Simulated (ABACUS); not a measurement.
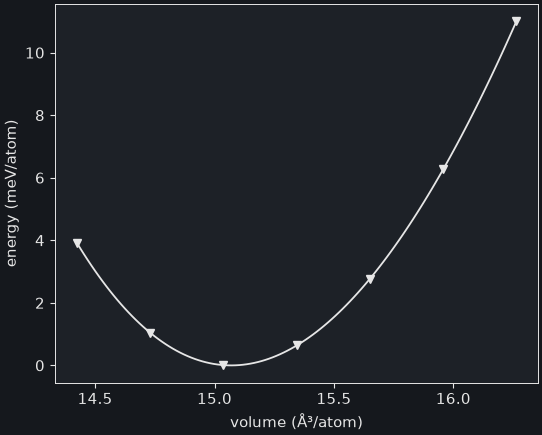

The figure shows the energy against volume.

Calculation (ABACUS 3.10.1): DFT in plane waves or numerical atomic orbitals with pseudopotentials, no spin polarisation; energies at scaled volumes of the given cell, shape and fractions fixed, counted from the fit's minimum, third-order Birch-Murnaghan fit. Level: PBEsol.

**For which of these solids was it computed?**
A. Li₂S, Fm-3m (No. 225)
B. Se, P3_121 (No. 152)
C. Si, P6/mmm (No. 191)

A, Li₂S: energy from 0.01 meV/atom to 11.00 meV/atom, V0 15.07 Å³/atom, B0 42.2 GPa. The others give: Se, energy from 0.06 meV/atom to 21.62 meV/atom, V0 27.36 Å³/atom, B0 56.1 GPa; Si, energy from 0.09 meV/atom to 24.63 meV/atom, V0 14.73 Å³/atom, B0 116 GPa.

For Se, limits of the calculation: shape and atomic fractions are frozen while scaling, which makes layered, chain and framework solids too stiff.

For Si, limits of the calculation: shape and atomic fractions are frozen while scaling, which makes layered, chain and framework solids too stiff.
